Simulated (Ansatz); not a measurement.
# Single-point calculation, with input and output: SrTiO3 (part 2 of 2)

Continued. System: SrTiO3 (35 atoms in the cell). Method: DFT PBE, scalar-relativistic, plane waves, PAW, no spin polarisation (Ansatz 0.2.0); cutoff 420 eV, 3×3×3 k-mesh, Gaussian smearing of 0.02 eV. The structure derives from a Materials Project entry. It belongs to a series of runs on one base structure; here: the perfect crystal in a cell of 35 atoms.

Output, continued:
```
  k-point 1: bands = ["-46.8335", "-46.8327", "-46.8322", "-46.8322", "-46.8317", "-46.8316", "-46.8315", "-23.1847", "-23.1845", "-23.1766", "-23.1675", "-23.1609", "-23.1539", "-23.1490", "-23.1366", "-23.1315", "-23.1245", "-23.1139", "-23.1086", "-23.1041", "-23.1020", "-23.0948", "-23.0887", "-23.0862", "-23.0834", "-23.0825", "-23.0802", "-23.0753", "-23.0751", "-23.0699", "-23.0617", "-23.0506", "-23.0483", "-23.0433", "-23.0351", "-7.6638", "-7.5975", "-7.4808", "-7.4503", "-7.2082",
      "-7.1335", "-7.1022", "-6.8337", "-6.8236", "-6.7638", "-6.7355", "-6.7294", "-6.7273", "-6.7020", "-6.6997", "-6.6554", "-6.6371", "-6.5968", "-6.5967", "-6.5857", "-6.5314", "-5.2203", "-5.1588", "-5.1236", "-5.0987", "-5.0866", "-5.0691", "-5.0481", "-5.0343", "-4.9719", "-4.9576", "-4.9072", "-4.8913", "-4.8905", "-4.8497", "-4.8270", "-4.8218", "-4.7660", "-4.7497", "-4.7497", "-4.7356", "-4.7324", "5.2227", "5.2699", "5.3668",
      "5.3782", "5.5307", "5.5487", "5.5905", "5.6190", "5.7454", "5.7923", "5.8823", "5.9125", "5.9756", "6.0273", "6.1144", "6.3216", "6.4026", "6.4230", "6.4261", "6.4580", "6.5327", "6.5527", "6.6318", "6.7642", "6.7940", "6.8426", "6.8550", "6.8597", "6.8643", "6.8687", "6.8873", "6.9125", "7.0630", "7.2033", "7.3173", "7.6165", "7.8885", "7.9198", "7.9371", "7.9546", "8.1103", "8.1525", "8.1869",
      "8.1974", "8.2771", "8.4822", "8.4984", "8.5546", "8.5832", "8.6519", "8.6655", "8.6794", "8.7372", "8.7764", "8.8283", "8.8920", "8.9796", "9.0012", "9.0654", "9.2208", "9.2389", "9.4534", "9.5342", "11.7604", "11.9665", "12.0376", "12.3145", "12.6707", "12.7673", "12.8682", "12.9164", "13.0072", "13.1328", "13.2082", "13.2865", "13.3026", "13.3264", "13.3485", "13.3517", "13.4327", "13.5313", "13.5965", "13.6980",
      "13.7527", "14.0875", "14.5274", "14.6330", "14.6461", "14.8425", "15.1203", "15.5687", "15.5752", "15.7508", "15.8366", "15.9838", "16.3279", "16.5562", "16.6032"]
  k-point 2: bands = ["-46.8330", "-46.8330", "-46.8330", "-46.8317", "-46.8317", "-46.8317", "-46.8314", "-23.1806", "-23.1806", "-23.1806", "-23.1590", "-23.1590", "-23.1590", "-23.1476", "-23.1312", "-23.1312", "-23.1312", "-23.1221", "-23.1221", "-23.1013", "-23.1013", "-23.1013", "-23.0797", "-23.0797", "-23.0797", "-23.0788", "-23.0788", "-23.0788", "-23.0727", "-23.0727", "-23.0727", "-23.0629", "-23.0363", "-23.0363", "-23.0363", "-7.6242", "-7.6242", "-7.6242", "-7.2058", "-7.2058",
      "-7.2058", "-7.0439", "-6.7857", "-6.7857", "-6.7857", "-6.7614", "-6.7614", "-6.7614", "-6.6841", "-6.6841", "-6.6841", "-6.6439", "-6.6439", "-6.6439", "-6.5745", "-6.5745", "-5.1503", "-5.1503", "-5.0828", "-5.0828", "-5.0828", "-5.0686", "-5.0686", "-5.0686", "-4.9718", "-4.9718", "-4.9718", "-4.8542", "-4.8197", "-4.8197", "-4.8197", "-4.7905", "-4.7905", "-4.7905", "-4.7590", "-4.7590", "-4.7590", "5.3142", "5.3142", "5.3142",
      "5.3747", "5.3747", "5.3747", "5.5211", "5.7211", "5.7211", "5.7211", "6.0006", "6.0006", "6.0641", "6.0641", "6.0641", "6.1300", "6.3170", "6.3170", "6.5249", "6.5249", "6.5249", "6.7615", "6.7615", "6.7615", "6.7976", "6.7976", "6.7976", "6.8221", "6.8221", "6.8221", "7.0632", "7.0632", "7.0632", "7.6409", "7.6409", "7.6409", "7.7105", "7.7105", "7.7105", "8.0843", "8.0843", "8.0843", "8.2761",
      "8.2761", "8.2761", "8.3437", "8.3437", "8.3437", "8.4778", "8.4778", "8.4778", "8.7385", "8.7385", "8.7385", "8.8377", "8.8377", "8.8377", "9.0611", "9.0611", "9.3515", "9.4656", "9.4656", "9.4656", "12.2226", "12.2226", "12.2226", "12.4966", "12.4966", "12.4966", "12.6672", "12.6672", "12.6672", "13.1954", "13.1954", "13.1954", "13.3790", "13.3790", "13.3790", "13.4638", "13.5030", "13.5030", "13.6977", "13.6977",
      "13.6977", "14.4029", "14.4029", "14.4029", "15.0423", "15.0423", "15.0423", "15.5420", "15.5420", "15.5420", "16.3116", "16.3116", "16.3116", "16.4619", "16.4619"]
  k-point 5: bands = ["-46.8331", "-46.8326", "-46.8324", "-46.8323", "-46.8322", "-46.8320", "-46.8307", "-23.2050", "-23.2043", "-23.1832", "-23.1814", "-23.1766", "-23.1730", "-23.1377", "-23.1337", "-23.1282", "-23.1245", "-23.1151", "-23.1095", "-23.0984", "-23.0976", "-23.0939", "-23.0903", "-23.0824", "-23.0803", "-23.0792", "-23.0773", "-23.0771", "-23.0751", "-23.0533", "-23.0483", "-23.0394", "-23.0375", "-23.0355", "-23.0325", "-7.6873", "-7.6641", "-7.6577", "-7.4503", "-7.4439",
      "-7.4348", "-6.8236", "-6.7323", "-6.7159", "-6.6997", "-6.6613", "-6.6579", "-6.6545", "-6.6432", "-6.6218", "-6.5968", "-6.5964", "-6.5919", "-6.5841", "-6.4929", "-6.4279", "-5.3241", "-5.2274", "-5.1820", "-5.1014", "-5.0933", "-5.0920", "-5.0880", "-5.0751", "-5.0481", "-5.0124", "-4.9856", "-4.9561", "-4.9334", "-4.8339", "-4.8279", "-4.8218", "-4.7497", "-4.7406", "-4.7252", "-4.6785", "-4.6613", "5.2238", "5.3825", "5.4731",
      "5.5307", "5.5994", "5.6342", "5.6690", "5.7392", "5.7824", "5.8997", "5.9125", "5.9756", "6.0702", "6.1121", "6.1144", "6.1382", "6.1521", "6.2964", "6.4180", "6.5289", "6.5706", "6.6365", "6.6753", "6.7871", "6.7877", "6.8120", "6.8288", "6.8434", "6.8550", "6.8555", "6.9070", "7.0651", "7.1459", "7.2033", "7.2800", "7.3108", "7.7127", "7.8329", "7.8757", "7.9198", "8.0627", "8.1668", "8.1974",
      "8.2012", "8.2771", "8.3120", "8.3901", "8.4185", "8.5407", "8.5530", "8.5648", "8.6703", "8.7000", "8.7209", "8.7559", "8.7689", "8.8503", "9.0050", "9.1925", "9.2208", "9.4426", "9.4727", "9.6039", "11.9946", "12.1389", "12.2849", "12.4780", "12.5631", "12.7529", "12.8165", "12.9164", "12.9328", "13.0073", "13.0195", "13.1508", "13.1714", "13.2720", "13.3285", "13.3485", "13.3682", "13.5294", "13.8291", "13.8637",
      "13.9203", "14.2685", "14.4649", "14.4684", "14.6330", "14.9308", "15.3137", "15.4573", "16.0962", "16.1047", "16.1563", "16.2334", "16.3995", "16.6852", "16.8419"]
```

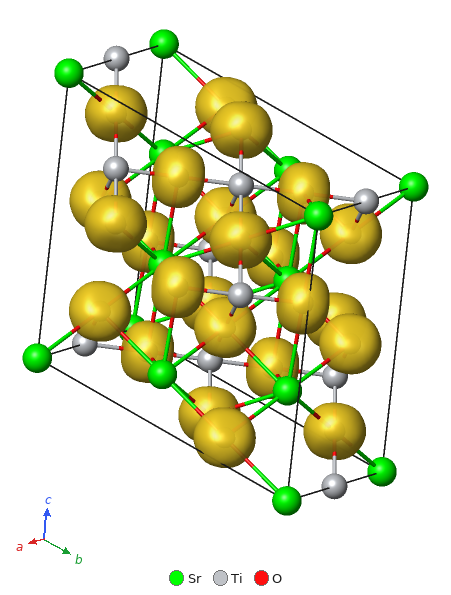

*Isosurface of the ELF at 0.65 (yellow), seen slightly off an axis. Only the valence region is drawn (cores and ρ < 0.01 e/Å³ removed). Sticks mark near contacts. The outline is the calculation cell.*

Values along the shortest contacts: Ti–O (1.97 Å): the ELF is about 0.20 at the midpoint. In a PAW calculation such maps are meaningful between the atoms, not at the nuclei.

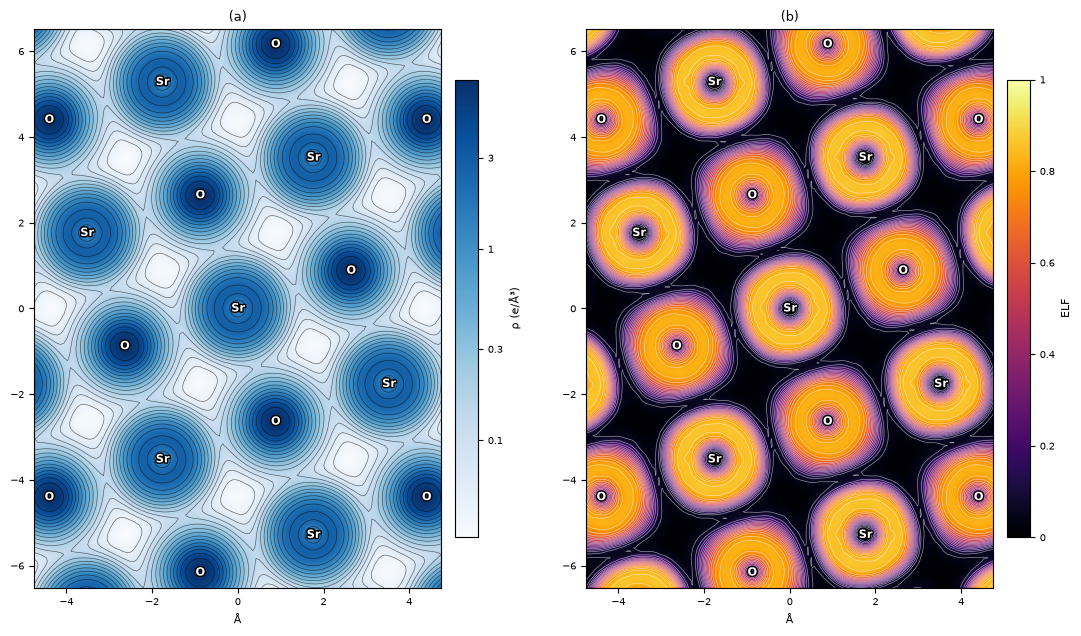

*(a) valence pseudo-density; (b) electron localisation function on the (101) plane of the calculation cell.*

The section cuts through Sr and O sites. Sr–O (2.78 Å): ρ is about 0.14 e/Å³ halfway; the ELF is about 0.05 at the midpoint (a largely ionic contact). Away from the nuclei the density in this plane falls to 0.03 e/Å³ at its lowest. The strong features right at Sr lie inside the PAW spheres (semicore, d or f shells) and say nothing about bonding.

Summary:

- outcome: converged
- space group (tolerance 0.01 Å): Pm-3m (221)
- electrons treated: 280
- free energy: −54281.4119 eV
- Fermi energy: 10.552 eV
- gap on the k-point mesh: 1.90 eV
- pressure: 0.00 GPa
- largest force (length of the vector): under 0.001 eV/Å
- hardware: 8 threads of Arm Neoverse N1, 24 GiB of memory available, shared host
- wall time: 13 s (CPU time 96 s)
- peak memory: 2.1 GiB
